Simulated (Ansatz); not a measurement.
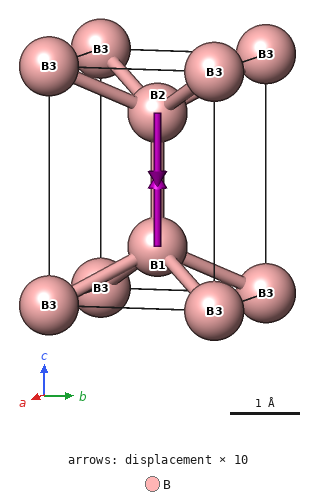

A relaxation of a crystal of B (a generated structure, set up in P4/mmm) (coarse preliminary run). The starting structure is drawn; purple arrows show the displacements (the part carried along by the change of the cell is left out), magnified 10 times.

The picture is a ball-and-stick view of the cell of the calculation, seen slightly off an axis.

All numbers below come from DFT PBE, scalar-relativistic, plane waves, PAW in Ansatz 0.2.0.

The input:
```yaml
crystal:
  lattice:
    - [2.51442529, 0.0, 0.0]
    - [0.0, 2.51442529, 0.0]
    - [0.0, 0.0, 3.49349049]
  atoms:
    - { symbol: B, position: [0.5, 0.5, 0.2196885] }
    - { symbol: B, position: [0.5, 0.5, 0.7803115] }
    - { symbol: B, position: [0.0, 0.0, 0.0] }
basis:
  ecutwfc: 420
kpoints:
  mp_grid: { grid: [6, 6, 6] }
hamiltonian:
  xc: pbe
scf:
  occupations: { method: gaussian, width: 0.1 }
  lower_state_search: "off"
output:
  forces: true
  stress: true
  eigenvalues: true
relax:
  adjacent_minimum: "off"
  f_tol: 0.04
  max_steps: 70
  cell: { stress_tol: 0.4 }
```

Command:
```bash
ansatz run input.yaml --threads 1 --pin off --max-ram 2560MiB --backend cpu --events-out ev --progress --plain --runs-dir out
```

What happened in the run?

The largest moves relative to the cell, 0.11 Å, are those of B1 and B2. B2 goes along −c. The volume changes by −4.4 %, with a = b 2.514 → 2.482 Å (−1.3 %), c 3.493 → 3.429 Å (−1.9 %). Near-neighbour distances that change, for instance: B1–B2 1.959 → 1.702 Å, B1–B2 (another image) 1.535 → 1.727 Å, B1–B3 1.937 → 1.956 Å. Bond angles that change, for instance: B3–B1–B3 133.3° → 127.6°, B2–B1–B3 113.3° → 116.2°, B2–B1–B3 66.7° → 63.8°. The space group stays P4/mmm (No. 123). After 5 accepted moves (7 points after the start) the energy has fallen by 0.583 eV per cell of the calculation. The largest force component goes from 5.1 to 0.005 eV/Å. Pressure: 3.32 GPa at the start and −0.09 GPa at the end. The line search rejected the trial step at point 4 of the run. At 1 point the geometry stayed and the basis and grid were re-selected for the new cell (energy shift of 1.3 meV per cell of the calculation at most each time).

Limits of the set-up: the k-point mesh is coarse for a cell with partly filled bands.
